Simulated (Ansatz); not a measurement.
A structure file:

```cif
data_structure
_symmetry_space_group_name_H-M 'P 1'
_symmetry_Int_Tables_number 1
_cell_length_a 4.1286
_cell_length_b 4.1285
_cell_length_c 2.7984
_cell_angle_alpha 90.001
_cell_angle_beta 90.001
_cell_angle_gamma 90.022
_cell_volume 47.70
loop_
_atom_site_label
_atom_site_type_symbol
_atom_site_fract_x
_atom_site_fract_y
_atom_site_fract_z
_atom_site_occupancy
Al1 Al 0.00000 0.50002 0.51974 1
Al2 Al 0.50000 0.00000 0.51974 1
Cu1 Cu 0.50000 0.50000 0.01975 1
```

Question: Say what kind of structure these coordinates give.

Answer: The structure is one of Al₂Cu. Within 0.01 Å the space group is P4/mmm (No. 123), primitive tetragonal. With Z = 1, the cell contains 2 Al, 1 Cu.

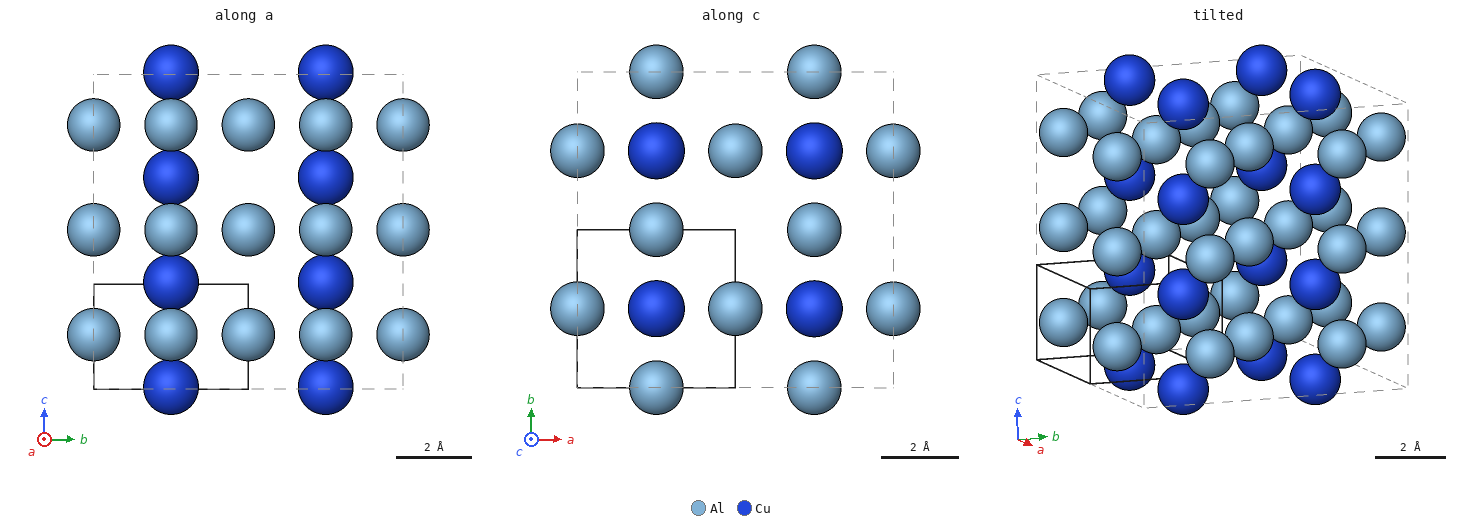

Shown here is a spheres-only view of the crystal, taken along the a axis, along the c axis and slightly off an axis. Shown are 2×2×3 repeats of the unit cell, one of them outlined in solid lines.

The model was built from a structure listed in the Materials Project. It is drawn as it came out of a relaxation with DFT r2SCAN, scalar-relativistic, plane waves, PAW (Ansatz).
